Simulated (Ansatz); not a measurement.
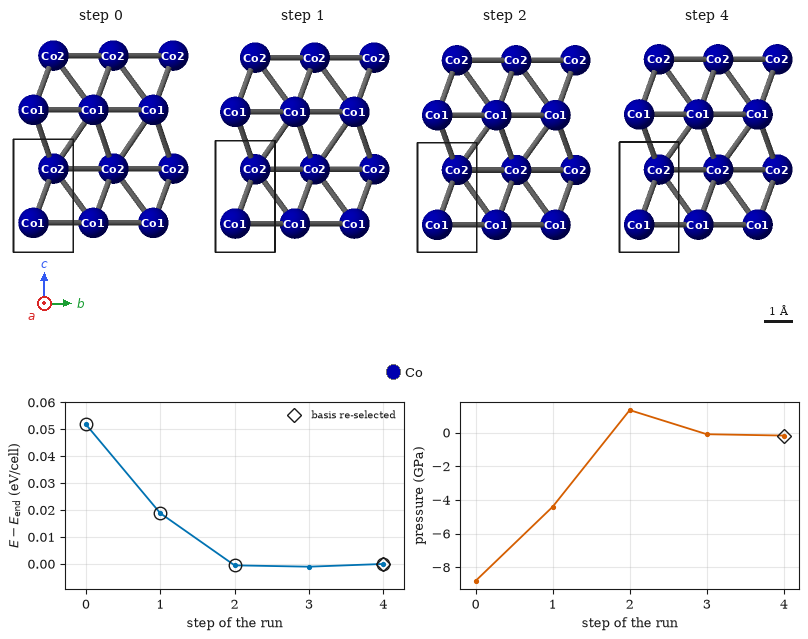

Frames of a relaxation of solid Co (set up in P-3m1) (coarse preliminary run), marked on the history of the run. Style: ball-and-stick. Shown: the cell of the calculation, repeated 1 × 3 × 2 with one cell outlined, along the a axis.

All numbers below come from DFT PBEsol, scalar-relativistic, plane waves, PAW (Ansatz). Settings: plane-wave cutoff 420 eV; k-point mesh 12 × 12 × 6; occupations gaussian; smearing width 0.1 eV; collinear spin; cell and atoms relaxed; force threshold 0.05 eV/Å; at most 80 steps.

> What happens along the run?

Over 3 accepted moves (4 points after the start) the energy falls by 51.9 meV per cell of the calculation. Largest force component: 0.43 eV/Å at the start, 0.0011 eV/Å at the end. The pressure goes from −8.81 to −0.17 GPa. The SCF was repeated once at an unchanged geometry on a basis and grid sized afresh for the cell, which shifted the energy by 1.0 meV per cell of the calculation at most. The largest moves relative to the cell, 0.039 Å, are those of Co1 and Co2. Co1 goes along −c. The volume changes by −4.8 %, with a = b 2.487 → 2.457 Å (−1.2 %), c 4.063 → 3.963 Å (−2.5 %). Some distances before and after: Co1–Co2 2.554 → 2.437 Å, Co1–Co1 2.487 → 2.457 Å, Co1–Co2 (another image) 2.423 → 2.437 Å. The space group (tolerance 0.01 Å) goes from P-3m1 (No. 164) to P6_3/mmc (No. 194). From step 0 to 1: volume −2.5 %, energy −33.0 meV per cell of the calculation. From step 1 to 2: Co atoms move most (0.03 Å), volume −3.0 %, energy −19.4 meV per cell of the calculation. From step 2 to 4: volume +0.6 %, energy +0.5 meV per cell of the calculation.

```tsv
step	E − E(0), meV/atom	largest force component, eV/Å	pressure, GPa	volume, Å³/atom	note
0	0.00	0.4339	-8.81	10.886	
1	-16.50	0.3616	-4.40	10.619	
2	-26.20	0.0115	1.34	10.297	
3	-26.45	0.0011	-0.09	10.362	
4	-25.94	0.0011	-0.17	10.362	same geometry, new basis
```
